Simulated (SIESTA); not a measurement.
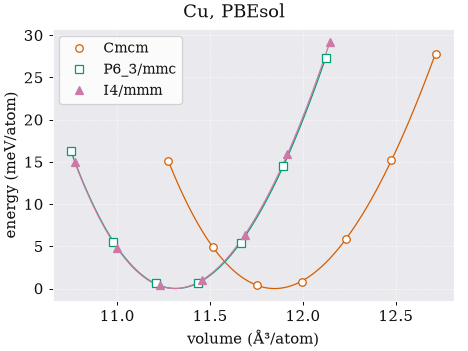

Method: DFT in numerical atomic orbitals with pseudopotentials, no spin polarisation; energies at scaled volumes of the given cell, shape and fractions fixed, counted from the fit's minimum, third-order Birch-Murnaghan fit (SIESTA 5.4.2). Level: PBEsol.

occupations Fermi–Dirac; smearing width 0.05 eV; potentials PseudoDojo 0.4 standard, converted to PSML, two zetas on semicore shells.

Figure. Energy against volume, with one curve for each structure, for Cu. Each energy curve has its own zero, so the curves don't rank the structures.

Settings that differ: Cmcm: k mesh 11×11×11; P6_3/mmc: k mesh 12×12×7; I4/mmm: k mesh 13×13×13.

The fitted equilibrium volumes, smallest first, are I4/mmm 11.310, P6_3/mmc 11.315, Cmcm 11.847 Å³/atom. The fitted bulk moduli, smallest first, are Cmcm 160.2, P6_3/mmc 170.3, I4/mmm 171.8 GPa.

Keep in mind: mulliken charges of long orbitals; short basis over semicore shells; shape and atomic fractions are frozen while scaling, which makes layered, chain and framework solids too stiff.
